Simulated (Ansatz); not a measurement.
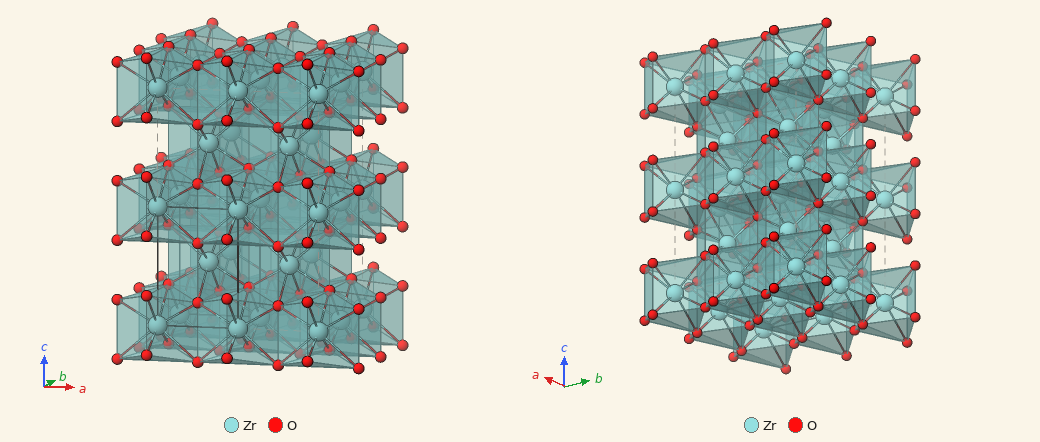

Polyhedra are drawn about Zr (bonds: O–Zr below 2.7 Å); other atoms are plain spheres. Two views of the same piece.

The compound is ZrO₂ (space group P4_2/nmc, No. 137), taken as a calculation's input that goes back to an entry of the Crystallography Open Database (an earlier step may have relaxed or displaced it).

Sharing among the drawn polyhedra:

| site | polyhedron | corner-sharing neighbours | edge-sharing | face-sharing | bond (Å) |
| --- | --- | --- | --- | --- | --- |
| Zr | ZrO8 cube | 0 | 12 | 0 | 2.08–2.37 |

They form a three-dimensional framework of edge-sharing cubes.
